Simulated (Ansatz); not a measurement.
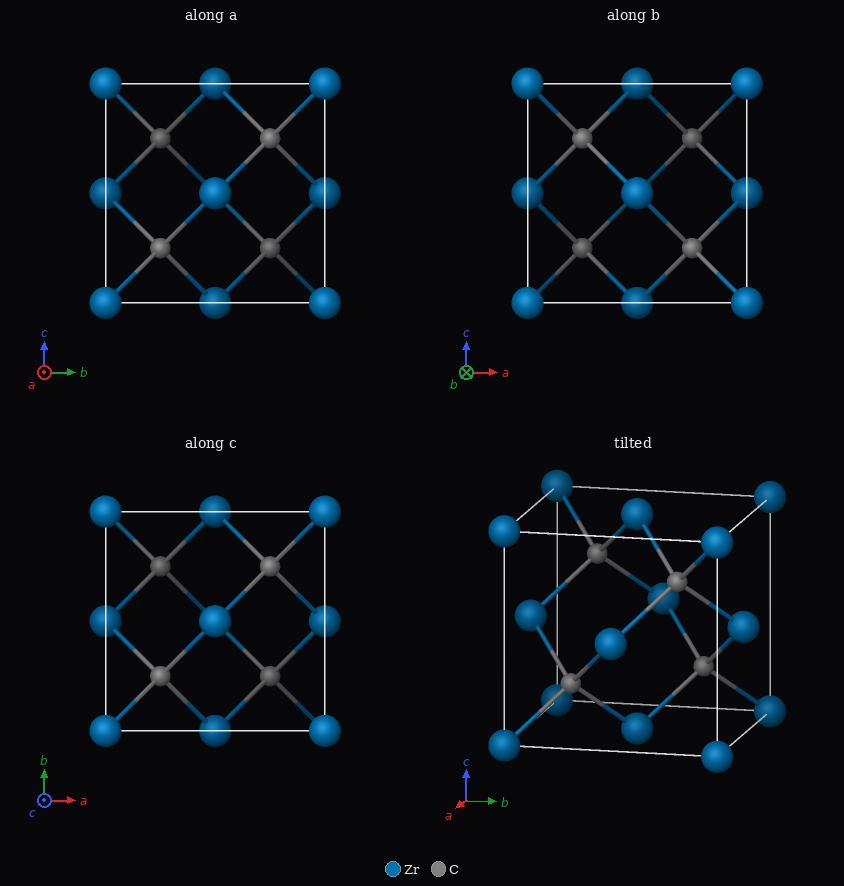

Ball-and-stick model, viewed along the a axis, along the b axis, along the c axis and slightly off an axis. The box is the conventional unit cell; atoms on or close to its faces, edges and corners are drawn wherever they repeat.

Lattice parameters: a = 5.0904 Å, b = 5.0904 Å, c = 5.0904 Å, α = 90.000°, β = 90.000°, γ = 90.000°.

Q: Put the structure into a CIF with its space group and independent sites.

A:
```cif
data_structure
_symmetry_space_group_name_H-M 'F -4 3 m'
_symmetry_Int_Tables_number 216
_cell_length_a 5.0904
_cell_length_b 5.0904
_cell_length_c 5.0904
_cell_angle_alpha 90.000
_cell_angle_beta 90.000
_cell_angle_gamma 90.000
_cell_volume 131.90
loop_
_atom_site_label
_atom_site_type_symbol
_atom_site_symmetry_multiplicity
_atom_site_Wyckoff_symbol
_atom_site_fract_x
_atom_site_fract_y
_atom_site_fract_z
_atom_site_occupancy
Zr1 Zr 4 a 0.0000 0.0000 0.0000 1
C1 C 4 d 0.2500 0.2500 0.7500 1
```

The initial geometry was a structure type filled with these elements by a generator (whether the compound takes this form wasn't checked). Earlier steps of the study may have refined or changed the cell and positions. Ansatz was used for an electronic-structure calculation on it.
